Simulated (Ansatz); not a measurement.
Cell and atoms:

```
Si Mg
1.0
     5.43383    5.43383    5.43383
    -5.43383    5.43383   -5.43383
    -5.43383   -5.43383    5.43383
Si Mg
32 1
Direct
  0.73418 0.99983 0.99991
  0.74785 0.74790 0.24966
  0.00015 0.73419 0.00003
  0.75038 0.49821 0.49831
  0.00010 0.50162 0.25230
  0.25211 0.50144 0.99993
  0.74790 0.24972 0.74803
  0.00020 0.25222 0.50184
  0.26575 0.26592 0.26592
  0.50179 0.25216 0.00004
  0.00001 0.99999 0.73417
  0.25214 0.99974 0.50151
  0.50167 0.99999 0.25222
  0.24954 0.74803 0.74804
  0.49852 0.75054 0.49844
  0.49845 0.49844 0.75064
  0.48781 0.00008 0.00016
  0.49988 0.74990 0.24994
  0.74641 0.74616 0.00016
  0.51239 0.51239 0.51248
  0.75005 0.50002 0.25006
  0.00016 0.48770 0.00023
  0.49987 0.24993 0.74990
  0.75008 0.24993 0.50006
  0.99994 0.25369 0.25383
  0.25390 0.25367 0.00007
  0.74633 0.00018 0.74625
  0.00016 0.00001 0.48768
  0.25384 0.00011 0.25379
  0.99981 0.74610 0.74612
  0.25018 0.74992 0.50017
  0.25013 0.50018 0.75012
  0.00000 0.00000 0.00000
```

**Summarise the structure in words.**

The formula is MgSi32. It has 33 atoms to the cell (1 Mg, 32 Si). Around each Mg lie ten Si at 2.50 to 2.76 Å. The bonds build a three-dimensional framework.

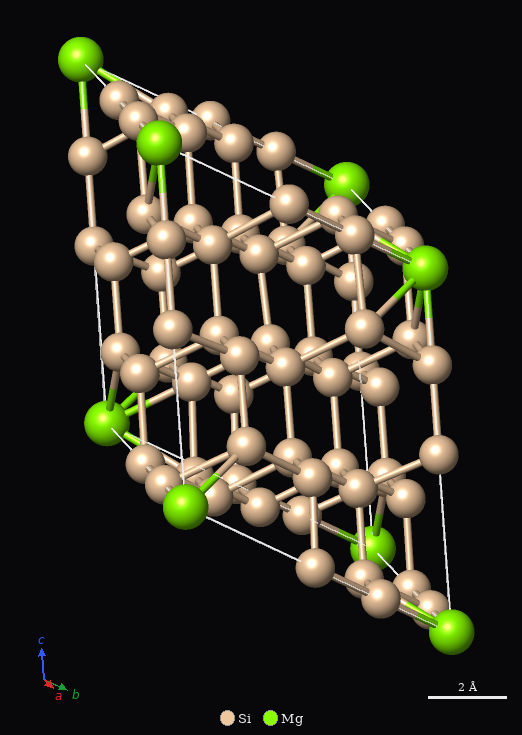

Ball-and-stick drawing of the structure, looking slightly off an axis. The simulation cell is outlined; an atom on or near a face, edge or corner is repeated at each equivalent position.

The structure was taken from a structure listed in the Materials Project, repeated into a supercell with a point defect put in. The atoms were relaxed in a fixed cell with DFT PBEsol, scalar-relativistic, plane waves, PAW (Ansatz).
